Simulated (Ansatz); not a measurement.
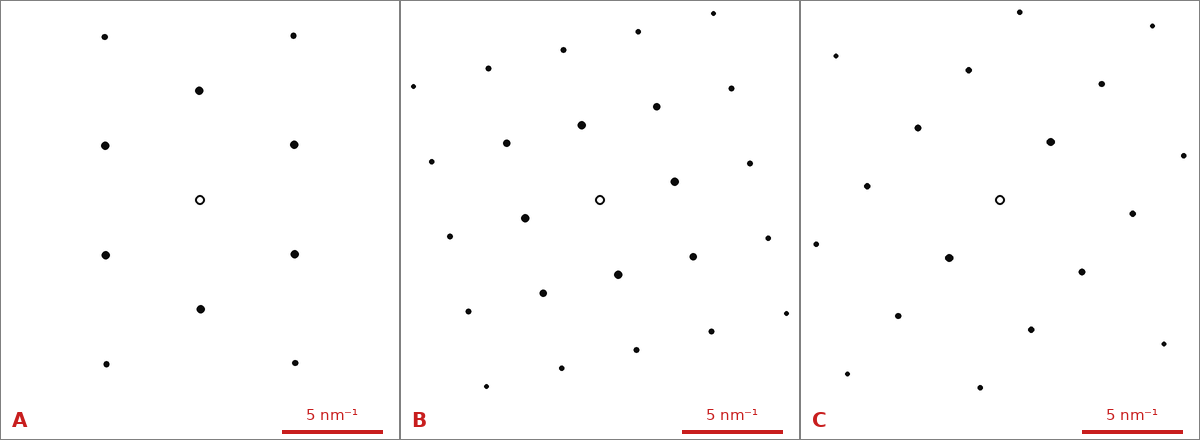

The patterns are kinematic simulations for 200 kV electrons (no multiple scattering; isotropic B = 0.5 Å²).

All three come from W, space group Pm-3m (No. 221), a = 2.593 Å. Structure: the geometry relaxed with Ansatz 0.2.0, DFT, LDA (PW92), plane waves (420 eV) with PAW, scalar-relativistic; the starting structure was generated, so it need not be a known form of this composition.

```json
{"atom": "W", "site": "1a", "symmetry": "m-3m", "x": "0.0000", "y": "0.0000", "z": "0.0000"}
```

**Assign the zone axes [001], [110], [111] to A, B and C.**

A is [111]: hexagonal net of -1 1 0 at d = 1.83 Å and -1 0 1 at d = 1.83 Å, at 60.0°. B is [001]: square net of 1 0 0 at d = 2.59 Å and 0 1 0 at d = 2.59 Å, at 90.0°. C is [110]: rectangular net of 0 0 1 at d = 2.59 Å and 1 -1 0 at d = 1.83 Å, at 90.0°.
